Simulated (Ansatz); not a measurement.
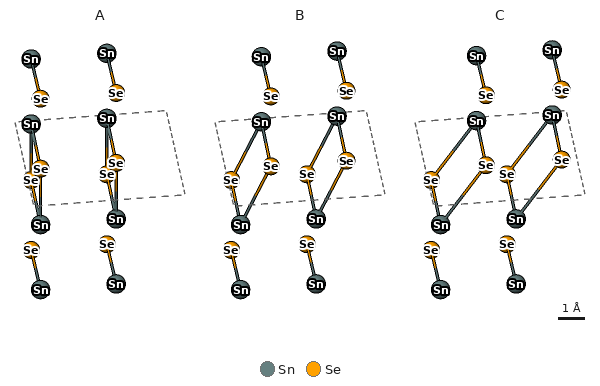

A scan of solid SnSe (Pmmn) along one coordinate. The picture is a ball-and-stick view of the layers on both sides of the dashed plane, seen obliquely from above.

Theory: DFT PBEsol, scalar-relativistic, plane waves, PAW in Ansatz. Set-up: plane-wave cutoff 420 eV; k-point mesh 13 × 7 × 4; occupations gaussian; smearing width 0.15 eV; no spin polarisation. Energies (free energies at the smearing named) are counted from the relaxed crystal.

> Which coordinate changes from frame to frame?

The crystal above a cut along the (0 1 0) plane of the conventional cell (between a plane of Se/Sn below and one of Se/Sn above, 2.58 Å apart) is slid rigidly by fractions of an in-plane lattice vector 3.00 Å long (a generalised stacking fault). In the frames the slip is 0.00 (A), 0.40 (B), 0.60 (C). One cut stands in each cell, which starts 11.9 Å high; nothing is relaxed, and the dashed outline marks the cut. Their energies are 0 mJ/m², 398 mJ/m², 397 mJ/m².
